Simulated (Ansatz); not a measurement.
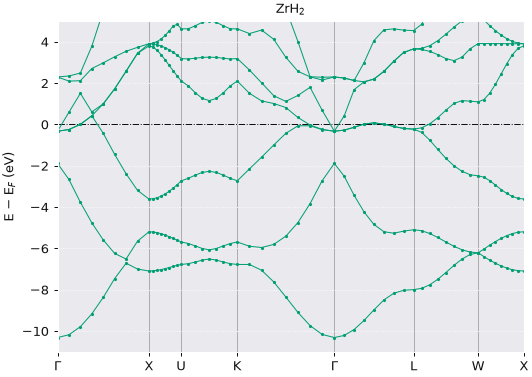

Band structure of ZrH₂, space group Fm-3m (No. 225), 3 atoms in the cell. Method: DFT, r2SCAN, all-electron PAW with datasets made for the crystal, scalar-relativistic, no spin polarisation, 12×12×12 k mesh, Fermi-Dirac smearing of 0.03 eV (Ansatz). Energies are counted from the Fermi level. The path runs straight from each named point to the next.

A metal: 3 bands cross the Fermi level along this path. The last band that the electron count would fill rises to 0.42 eV above the Fermi level between Γ and X, leaving holes there, and the next band dips to 0.33 eV below it at Γ, holding electrons: an overlap of 0.75 eV. Bands cross the Fermi level on Γ–X, K–Γ, Γ–L and L–W, and not on X–U, U–K and W–X. At K the nearest levels lie 2.73 eV below and 2.10 eV above the Fermi level.
